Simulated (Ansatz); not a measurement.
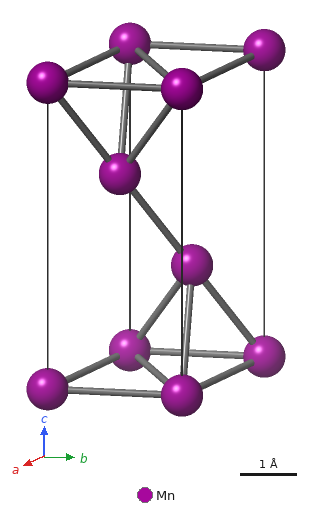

A crystal of Mn (a generated structure, set up in R-3m), before the relaxation. The picture is a ball-and-stick view of the cell of the calculation, seen from a free direction.

Case: stacking ABC.

The calculation used DFT PBEsol, scalar-relativistic, plane waves, PAW (Ansatz).

Input file:
```yaml
crystal:
  lattice:
    - [2.451654969, 0.0, 0.0]
    - [-1.2258274845, 2.1231954845, 0.0]
    - [0.0, 0.0, 5.9472817417]
  atoms:
    - { symbol: Mn, position: [0.0, 0.0, 0.0] }
    - { symbol: Mn, position: [0.3333333333, 0.6666666667, 0.3333333333] }
    - { symbol: Mn, position: [0.6666666667, 0.3333333333, 0.6666666667] }
basis:
  ecutwfc: 420
kpoints:
  mp_grid: { grid: [21, 21, 7] }
hamiltonian:
  xc: pbesol
scf:
  occupations: { method: gaussian, width: 0.1 }
output:
  forces: true
  stress: true
  eigenvalues: true
  populations: true
  write_density: true
  write_potential: true
  elf: true
  volumetric_format: npy
relax:
  adjacent_minimum: "off"
  f_tol: 0.01
  max_steps: 45
  cell: { stress_tol: 0.05 }
```

Launched with:
```bash
ansatz run input.yaml --threads 2 --pin off --max-ram 4096MiB --backend cpu --events-out ev --progress --plain --runs-dir out
```

Q: Where does the relaxation end?

A: Over 3 accepted moves (4 points after the start) the energy falls by 0.8 meV per atom. All forces vanish by symmetry, so only the cell relaxes. Pressure: 1.15 GPa at the start and 0.00 GPa at the end. At 1 point the geometry stayed and the basis and grid were re-selected for the new cell (energy shift of less than 0.05 meV per atom at most each time). The atoms keep their places relative to the cell (all moves are under 0.005 Å). The drawn cell changes as follows: a = b 2.452 → 2.447 Å (−0.2 %), c 5.947 → 5.990 Å (+0.7 %); the volume changes by +0.4 %. Among the contacts that change: Mn1–Mn2 2.436 → 2.446 Å, Mn1–Mn1 2.452 → 2.447 Å. The space group (tolerance 0.01 Å) goes from R-3m (No. 166) to Fm-3m (No. 225). The run took 38 s on 2 threads of Arm Neoverse V2, with other jobs on the host, peak memory 0.51 GiB.

The structure at the end:

```
CELL_PARAMETERS angstrom
2.44734 0.00000 0.00000
-1.22367 2.11946 0.00000
0.00000 0.00000 5.98976
ATOMIC_POSITIONS crystal
Mn 0.00000 0.00000 0.00000
Mn 0.33333 0.66667 0.33333
Mn 0.66667 0.33333 0.66667
```
